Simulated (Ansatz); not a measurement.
# MgO: what the fields show

Input

```
crystal:
  lattice:
    - [3.5457822602, -0.052097645, 0.1145817412]
    - [-1.8180090142, 3.0446787608, 0.114586783]
    - [0.172607021, 0.2989729002, 5.0502502302]
  atoms:
    - { symbol: Mg, position: [0.3400122447, 0.6712981714, 0.0109405824] }
    - { symbol: Mg, position: [0.6712981714, 0.3400122447, 0.5109405824] }
    - { symbol: O, position: [0.3059919669, 0.6826976171, 0.3936594176] }
    - { symbol: O, position: [0.6826976171, 0.3059919669, 0.8936594176] }
basis:
  ecutwfc: 420
kpoints:
  mp_grid: { grid: [9, 9, 6] }
hamiltonian:
  xc: pbe
scf:
  occupations: { method: gaussian, width: 0.02 }
output:
  forces: true
  stress: true
  eigenvalues: true
  populations: true
  write_density: true
  write_potential: true
  elf: true
  volumetric_format: npy
```

Launched as:

```sh
ansatz run input.yaml --threads 1 --pin off --max-ram 1331MiB --backend cpu --events-out ev --progress --plain --runs-dir out
```

Below, planes, directions and counts refer to the conventional cell (a = 3.46 Å, b = 6.19 Å, c = 5.06 Å, α = 90.00°, β = 97.70°, γ = 90.00°).

Space group Cc; a structure from a database of computed crystals, not necessarily the ambient phase; changed on purpose from its base cell (strained and moved within a subgroup); not relaxed (largest force 1.2 eV/Å); computed pressure about −6 GPa in this cell.

Method: DFT PBE, scalar-relativistic, plane waves, PAW in Ansatz 0.2.0.

In a PAW calculation such maps are meaningful between the atoms, not at the nuclei.

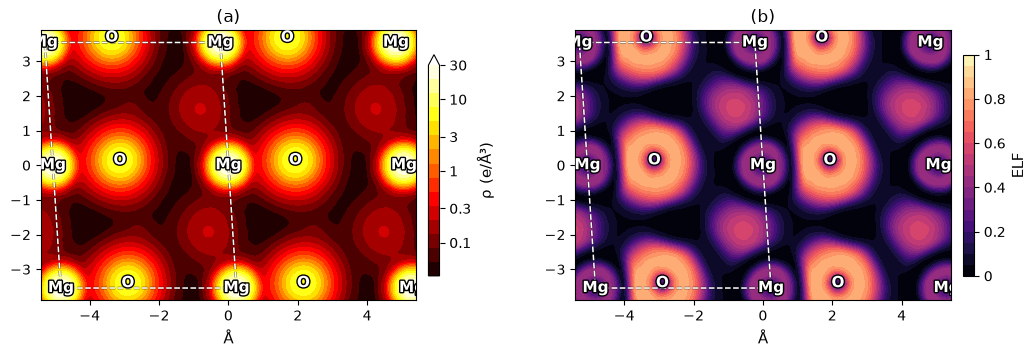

Figure 1. (a) valence charge density (pseudo); (b) ELF on the (11̄0) plane of the conventional cell.

Q: Read the bonding off the picture.

A:
- The plane passes through Mg and O nuclei.
- Mg–O (1.94 Å): ρ is about 0.5 e/Å³ halfway; the ELF peaks at about 0.85 in the valence shell of O, 0.7 Å from its nucleus, and is about 0.35 at the midpoint: a largely ionic contact.
- Between the atoms the lowest density in this plane is 0.03 e/Å³.

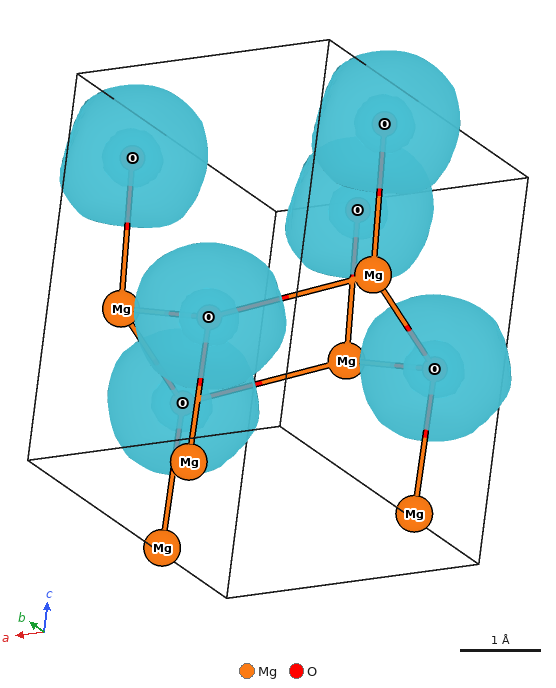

Figure 2. Isosurface of the electron localisation function at 0.7 (cyan), seen at an oblique angle. Core shells and regions of very low density are left out. Sticks mark near contacts.

Q: Where are the electrons localised?

A: The surface consists of four regions wrapped around O (the valence shell of each), counted in one cell of 8 atoms. Regions shared between cells count once.


 Mg–O (2.14 Å): the ELF peaks at about 0.85 in the valence shell of O, 0.6 Å from its nucleus, and is about 0.35 at the midpoint (a largely ionic contact).

Q: Does the calculation make it a metal, or give it a gap?

A: It is gapped, with a Kohn–Sham gap of 2.5 eV on the k-point mesh, an upper bound to the gap of this method.
